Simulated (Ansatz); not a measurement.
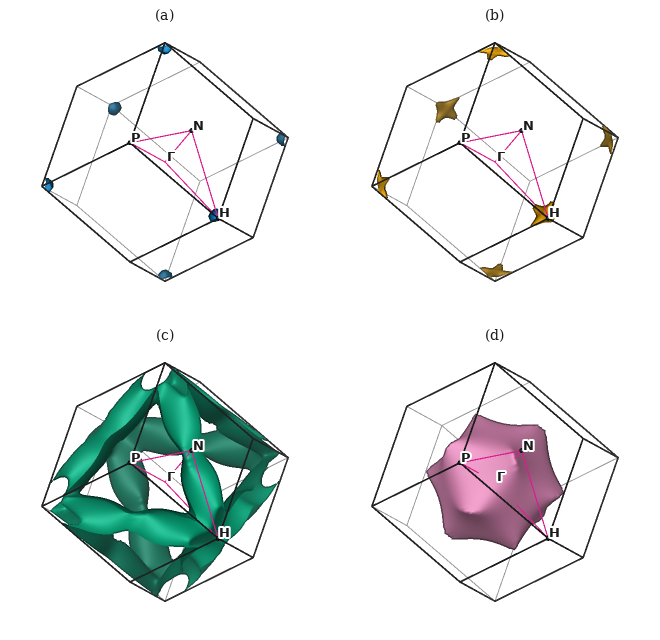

A computed Fermi surface in the first Brillouin zone. Each panel holds one band. The brighter face of a sheet looks towards empty states.

**Which Bravais lattice has this zone?**

Body-centred cubic.

**What do the sheets look like?**

Panel (a): one hole pocket centred at H (0.12 % of the zone).
Panel (b): one hole pocket centred at H (0.31 % of the zone).
Panel (c): an open hole network that joins neighbouring zones in all directions (19 % of the zone).
Panel (d): one electron pocket centred at Γ (19 % of the zone).
A pocket cut by a face of the zone is counted once with the part on the opposite face.

The surface was computed for Pd (space group Im-3m, No. 229); other compounds with the same structure and electron count can look alike.

The calculation used DFT PBE, scalar-relativistic, plane waves, PAW; levels and slopes on a dense k mesh at the converged density in Ansatz 0.2.0. No spin polarisation. k mesh for the levels: 34×34×34. The geometry was not relaxed. The cell comes from a database of computed structures, not from a measurement.

Spin-orbit coupling is left out; with Pd it can split, shift or remove sheets. Necks and pockets thinner than about two mesh steps aren't resolved, so separate pockets may in truth be joined.
